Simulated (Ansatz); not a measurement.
**Run report: SnO, single-point calculation**

SnO (F-43m, 2 atoms in the cell), computed with DFT LDA, scalar-relativistic, plane waves, PAW, no spin polarisation (Ansatz 0.2.0).

Figures and captions count atoms from 1; the log counts them from 0 in places.

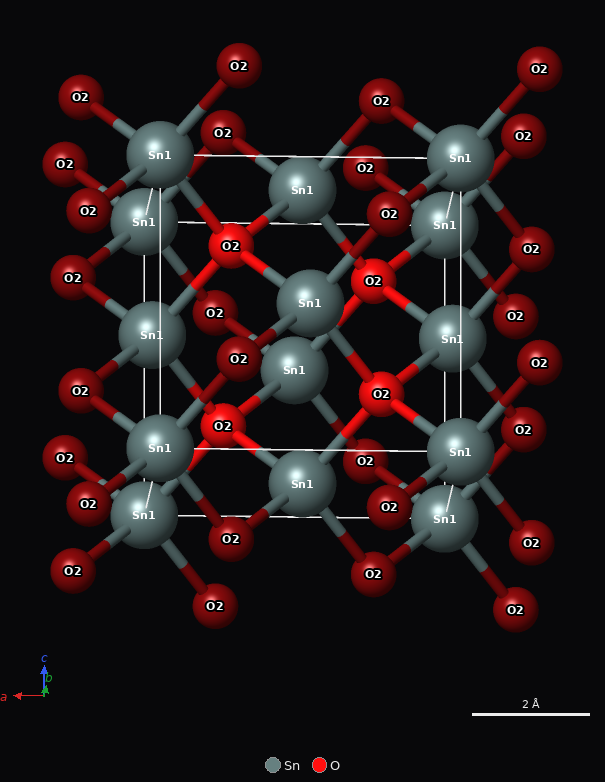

Fig. 1: The structure as given in the input (ball-and-stick view of the cell 4 times as large as that of the calculation, set on its symmetry axes, seen at an oblique angle; neighbours outside the cell are drawn fainter; atoms are numbered from 1 in the order of the input). An atom can appear more than once, as a periodic image. Near neighbours in the periodic cell (some may lie outside the picture): Sn has 4 O at 2.23 Å; O has 4 Sn at 2.23 Å.

**Summary**

| quantity | value |
| --- | --- |
| outcome | converged |
| space group (tolerance 0.01 Å) | F-43m (216) |
| electrons treated | 20 |
| free energy | −6433.7436 eV |
| Fermi energy | 10.744 eV |
| gap on the k-point mesh | none (metallic) |
| pressure | 8.60 GPa |
| largest force (length of the vector) | under 0.001 eV/Å |
| hardware | 4 threads of Intel Xeon @ 2.70GHz, 189 GiB of memory available, shared host |
| wall time | 0.63 s (CPU time 1.3 s) |
| peak memory | 0.32 GiB |

The cell is under a pressure of 8.6 GPa at this level, so it is not at its equilibrium volume.

**Input file**
```yaml
crystal:
  lattice:
    - [0.0, 2.5772916017, 2.5772916017]
    - [2.5772916017, 0.0, 2.5772916017]
    - [2.5772916017, 2.5772916017, 0.0]
  atoms:
    - { symbol: Sn, position: [0.0, 0.0, 0.0] }
    - { symbol: O, position: [0.25, 0.25, 0.25] }
basis:
  ecutwfc: 420
kpoints:
  mp_grid: { grid: [6, 6, 6] }
hamiltonian:
  xc: lda
scf:
  occupations: { method: gaussian, width: 0.05 }
output:
  forces: true
  stress: true
  eigenvalues: true
```

Launched with:
```bash
ansatz run input.yaml --threads 4 --pin off --max-ram 12288MiB --backend cpu --events-out ev --progress --plain --runs-dir out
```

**Log**
```
Engine: ansatz 0.2.0, x86_64-unknown-linux-gnu
Pseudopotentials: kind: paw
Pseudopotential: Sn, paw, valence charge 14, recommended cutoff 420 eV (normal), Sn.paw.azcp
Pseudopotential: O, paw, valence charge 6, recommended cutoff 420 eV (normal), O.paw.azcp
Functional definition: SPW92
  exchange = slater_x
  correlation = pw_c
Crystal: 2 atoms, lattice volume = 34.239 Å³
Basis set: ecut = 420 eV, 645 PW (Γ)
Bands: 14, of which v1, the nominal top of the filled ones, is band 10 counted from 1 (9 counted from 0)
Symmetry: 24 space group operations
Space group: F-43m (ITA 216), of the structure as read, at distance tolerance 3.2e-5 Å
k-points: 16 of 216 (time reversal used)
Non-local potential: Sn, projectors of the file, l = 0: 2, l = 1: 2, l = 2: 2, l = 3: 2
Non-local potential: O, projectors of the file, l = 0: 2, l = 1: 2, l = 2: 1
PAW form: soft (Blöchl's): semilocal exchange-correlation on the pseudo side does not see the compensation charge
PAW frozen core: Sn, regenerated for the run's functional, and the local potential with it (the file was generated under x = pbe(κ = 0.804, μ = 0.2195149727645171), c = pbe(β = 0.06672455060314922))
PAW frozen core: O, regenerated for the run's functional, and the local potential with it (the file was generated under x = pbe(κ = 0.804, μ = 0.2195149727645171), c = pbe(β = 0.06672455060314922))
PAW one-centre angular grid: Sn, 590 points (default); XC on 64 Gauss nodes
PAW one-centre angular grid: O, 110 points (default); XC on 64 Gauss nodes
Initial density: superposition of atomic densities (neutral atoms: chi_scale 0, normalization atom), corrected by the library's trained network
Initial wavefunctions: pseudopotential atomic-orbital guess
Functional: x = slater, c = lda
SCF iter   1: F=—  HF=-6433.793551 eV  |F-HF|=—  |Δ(HF+E_count)|=         —  Δρ=2.52e-2  dr2=2.40e-1  ethr=1.77e-3  ⟨swp⟩=5.6  Hψ=1270  notcnv=0
preconditioner: auto → LDOS  [insulator: Δε(μ)=0.193 eV  Ē_g=19.558 eV  σ=0.050 eV  W_gap=0.77  n_scr=14 (ndim 8)  ℏωp=28.4 eV  f_vac=0.013  D(μ)=1.10/eV (n_scr^D=8)  ε∞_Penn≈3.1  β→1.0]
SCF iter   2: F=—  HF=-6433.747776 eV  |F-HF|=—  |Δ(HF+E_count)|=   4.58e-2  Δρ=6.82e-3  dr2=9.84e-3  ethr=1.20e-3  ⟨swp⟩=2.5  Hψ=459  notcnv=0
preconditioner: auto → Kerker (q_TF=auto, 2.494 Å⁻¹)  [metal: Δε(μ)=0.027 eV  Ē_g=19.723 eV  σ=0.050 eV  W_gap=0.28  n_scr=14 (ndim 8)  ℏωp=28.4 eV  f_vac=0.008  D(μ)=2.22/eV (n_scr^D=14)  β→0.5]
SCF iter   3: F=—  HF=-6433.743962 eV  |F-HF|=—  |Δ(HF+E_count)|=   3.81e-3  Δρ=1.75e-3  dr2=1.21e-3  ethr=4.92e-5  ⟨swp⟩=2.0  Hψ=446  notcnv=0
SCF iter   4: F=—  HF=-6433.743615 eV  |F-HF|=—  |Δ(HF+E_count)|=   3.47e-4  Δρ=6.51e-4  dr2=1.92e-4  ethr=6.07e-6  ⟨swp⟩=1.0  Hψ=224  notcnv=0
SCF iter   5: F=—  HF=-6433.743560 eV  |F-HF|=—  |Δ(HF+E_count)|=   5.53e-5  Δρ=1.79e-4  dr2=1.44e-5  ethr=9.62e-7  ⟨swp⟩=2.5  Hψ=387  notcnv=0
SCF iter   6: F=—  HF=-6433.743559 eV  |F-HF|=—  |Δ(HF+E_count)|=   9.58e-7  Δρ=4.85e-5  dr2=1.07e-6  ethr=7.21e-8  ⟨swp⟩=1.0  Hψ=224  notcnv=0
SCF iter   7: F=-6433.743559 eV  HF=-6433.743559 eV  |F-HF|=1.17e-8  |Δ(HF+E_count)|=   8.05e-8  Δρ=9.22e-6  dr2=2.38e-8  ethr=5.00e-10  ⟨swp⟩=5.9  Hψ=979  notcnv=0
SCF 1 converged in 7 iterations: F = -6433.743559 eV  dr2 = 2.38e-8
  greatest PAW one-centre occupation: 0.993 electrons in one spin orbital (limit 2), on the Sn atom at site 0 (counted from 0), in its partial waves of l = 2
```

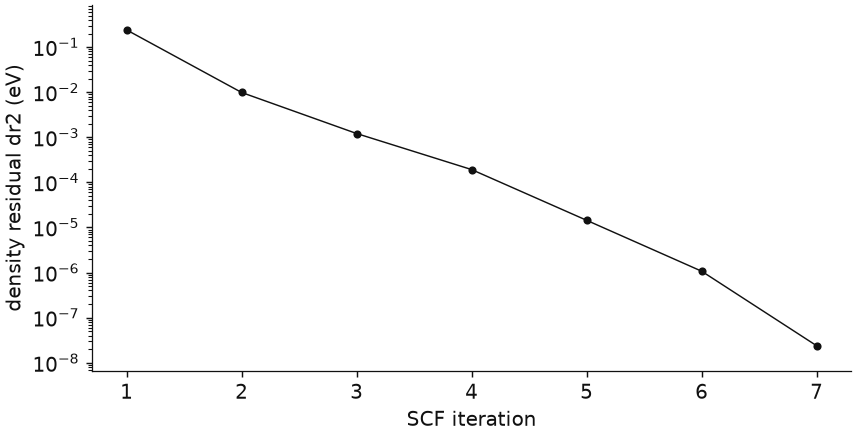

Fig. 2: Convergence of the self-consistent field: density residual dr2 against the SCF iteration. The residual falls at every step.

```
SCF converged after 7 iterations
Free energy (F): -6433.743559 eV
Harris-Foulkes:  -6433.743559 eV  (|F-HF|=1.17e-8)
Internal energy: -6433.740584 eV  (E = F + TS)
E sigma→0 (E₀):  -6433.742072 eV
Entropy (-TS):   -0.002974 eV (-1.487 meV/atom)
Fermi energy:    10.743772 eV
--- Per-component energies (eV) ---
  E_band       = -89.374686
  E_kinetic    = 363.359966
  E_local      = -1213.297522  (includes V_loc(G=0)·N_el)
  E_nonlocal   = 21.985889
  E_hartree    = 660.447704
  E_xc         = -452.773787
  E_vxc        = -193.286160  (∫ρ·V_xc dr)
  E_paw        = -4140.066404  (= ΣΔE_a)
  E_vpaw       = -389.033279  (= ΣTr[D̂ρ^β])
  E_aug_tail   = 0.002334  (compensation charges beyond the density's cutoff)
  E_ewald      = -1673.920584
  E_core_change = 0.521820  (= ΣΔE_core)
  E_smearing   = -0.002974  (= −TS)
  E_closure    = 0.000000  (closes the sum)
  Σ components = -6433.743559   (vs F -6433.743559, Δ=0.00e0)
--- Forces (eV/Å), atoms counted from 1 ---
  atom   1  Sn    -0.00000000     0.00000000    -0.00000000
  atom   2  O      0.00000000    -0.00000000    -0.00000000
  max |Σ_I F_I| component: 1.48e-16 eV/Å
--- Stress (GPa, compression-positive) ---
        8.595868       0.000000      -0.000000
       -0.000000       8.595868       0.000000
       -0.000000       0.000000       8.595868
  P = ⅓ Tr σ = 8.5959 GPa (85.959 kbar)
--- Band table (eV; the first three rows and the last of 16) ---
  k-point 0: bands = ["-11.4043", "-11.4043", "-11.4043", "-11.3005", "-11.3005", "-9.5299", "4.0483", "5.9921", "5.9921", "5.9921", "15.2904", "15.2904", "15.2904", "20.5677"]
  k-point 1: bands = ["-11.4936", "-11.3905", "-11.3905", "-11.2995", "-11.2995", "-9.2686", "3.1791", "5.8528", "5.8528", "6.7612", "13.8715", "15.4344", "15.4344", "20.5555"]
  k-point 2: bands = ["-11.6406", "-11.3755", "-11.3755", "-11.2847", "-11.2847", "-8.7313", "1.9144", "5.5943", "5.5943", "7.7115", "12.4332", "15.4832", "15.4832", "19.5149"]
  k-point 15: bands = ["-11.7777", "-11.3441", "-11.3305", "-11.2834", "-11.2749", "-8.1406", "1.7883", "4.2232", "4.2295", "10.7530", "10.7571", "14.2881", "15.0516", "18.0454"]
```

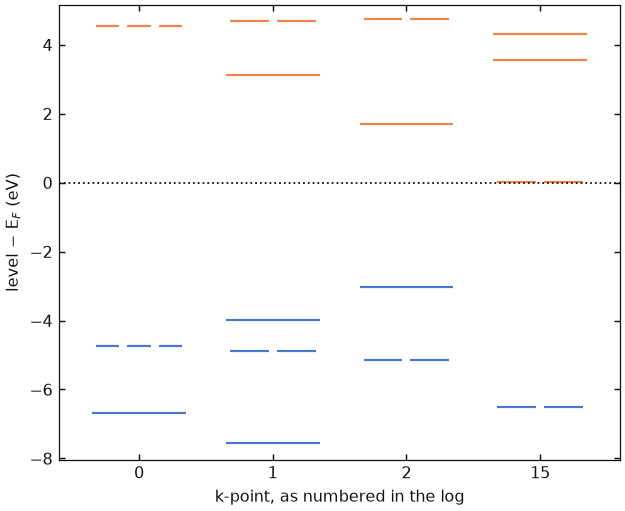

Fig. 3: Kohn–Sham levels near the Fermi level (dotted) at the few k-points that the log prints; levels within 0.02 eV of each other stand side by side. The system is metallic on the full mesh.
